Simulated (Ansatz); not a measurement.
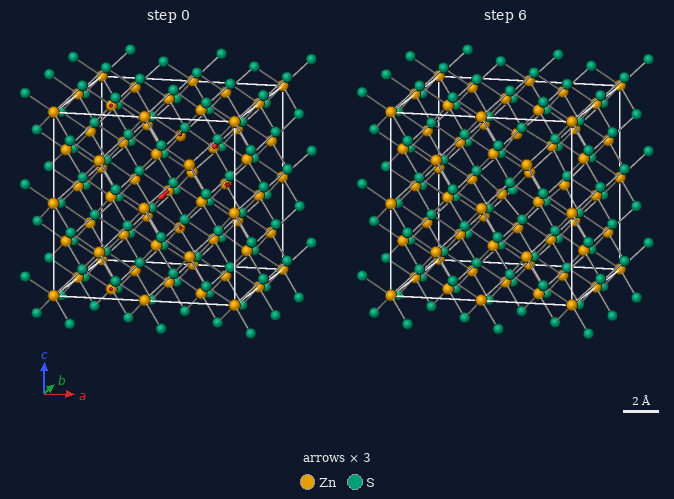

The structure of a defect cell of composition Zn₃₂S₃₁ (cell charge +1) before (left) and after (right) a relaxation, at one scale. The red arrows give the displacements, magnified 3 times.

A ball-and-stick model of the cell of the calculation (origin shifted), seen slightly off an axis.

All numbers below come from DFT, PBEsol, PAW, plane waves in Ansatz 0.2.0. Settings: plane-wave cutoff 420 eV; k-point mesh 1 × 1 × 1; mesh shifted by (0.25, 0.25, 0.25); collinear spin; atoms relaxed in a fixed cell; force threshold 0.03 eV/Å; at most 80 steps.

Q: Summarise the run.

A: After 6 geometry steps the energy has fallen by 0.480 eV per cell of the calculation. The largest force component goes from 0.65 to 0.0052 eV/Å. A Zn atom moves most: 0.30 Å along [−1 −1 −1]. By element the largest moves are Zn 0.30 Å, S 0.06 Å. The cell stays as it was. Among the contacts that change: S–Zn 2.348 → 2.260 Å, S–Zn 2.254 → 2.324 Å, S–Zn 2.353 → 2.285 Å, S–Zn 2.377 → 2.313 Å. Among the angles between lasting bonds that change: Zn–S–Zn 109.8° → 101.4°, Zn–S–Zn 109.2° → 101.4°, S–Zn–S 109.2° → 115.9°.

Limits of the set-up: the cell is charged, on a uniform background, and energies carry no finite-size correction.
